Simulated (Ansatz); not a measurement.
System: a (100) slab cut from TiAl₃ (I4/mmm), unrelaxed, ended by TiAl₃ planes, 24 atoms in the cell.

```yaml
crystal:
  lattice:
    - [3.82400, 0.00000, 0.00000]
    - [0.00000, 8.56383, 0.00000]
    - [0.00000, 0.00000, 24.56000]
  atoms:
    - { symbol: Ti, position: [0.50000, 0.50000, 0.30537] }
    - { symbol: Al, position: [0.50000, 0.00000, 0.30537] }
    - { symbol: Al, position: [0.00000, 0.25000, 0.30537] }
    - { symbol: Al, position: [0.00000, 0.75000, 0.30537] }
    - { symbol: Ti, position: [0.00000, 0.00000, 0.38322] }
    - { symbol: Al, position: [0.00000, 0.50000, 0.38322] }
    - { symbol: Al, position: [0.50000, 0.75000, 0.38322] }
    - { symbol: Al, position: [0.50000, 0.25000, 0.38322] }
    - { symbol: Ti, position: [0.50000, 0.50000, 0.46107] }
    - { symbol: Al, position: [0.50000, 0.00000, 0.46107] }
    - { symbol: Al, position: [0.00000, 0.25000, 0.46107] }
    - { symbol: Al, position: [0.00000, 0.75000, 0.46107] }
    - { symbol: Ti, position: [0.00000, 0.00000, 0.53893] }
    - { symbol: Al, position: [0.00000, 0.50000, 0.53893] }
    - { symbol: Al, position: [0.50000, 0.75000, 0.53893] }
    - { symbol: Al, position: [0.50000, 0.25000, 0.53893] }
    - { symbol: Ti, position: [0.50000, 0.50000, 0.61678] }
    - { symbol: Al, position: [0.50000, 0.00000, 0.61678] }
    - { symbol: Al, position: [0.00000, 0.25000, 0.61678] }
    - { symbol: Al, position: [0.00000, 0.75000, 0.61678] }
    - { symbol: Ti, position: [0.00000, 0.00000, 0.69463] }
    - { symbol: Al, position: [0.00000, 0.50000, 0.69463] }
    - { symbol: Al, position: [0.50000, 0.75000, 0.69463] }
    - { symbol: Al, position: [0.50000, 0.25000, 0.69463] }
```

Ansatz 0.2.0; DFT r2SCAN, scalar-relativistic, plane waves, PAW, no spin polarisation, 9×4×1 k mesh, 500 eV cutoff.

What does the potential across the slab give for the work function?

The work function is 4.39 eV, the same on both faces. The two vacuum levels agree, so the slab has no net dipole along its normal. The outermost atoms are 9.6 Å apart, which leaves 15.0 Å of vacuum in a cell 24.6 Å high.

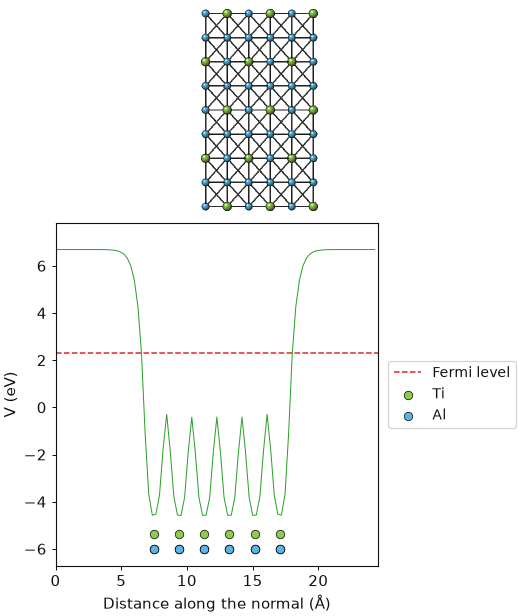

Plane-averaged electrostatic potential energy of an electron across the slab; circles at the bottom mark the heights of the atoms. The structure is drawn too.
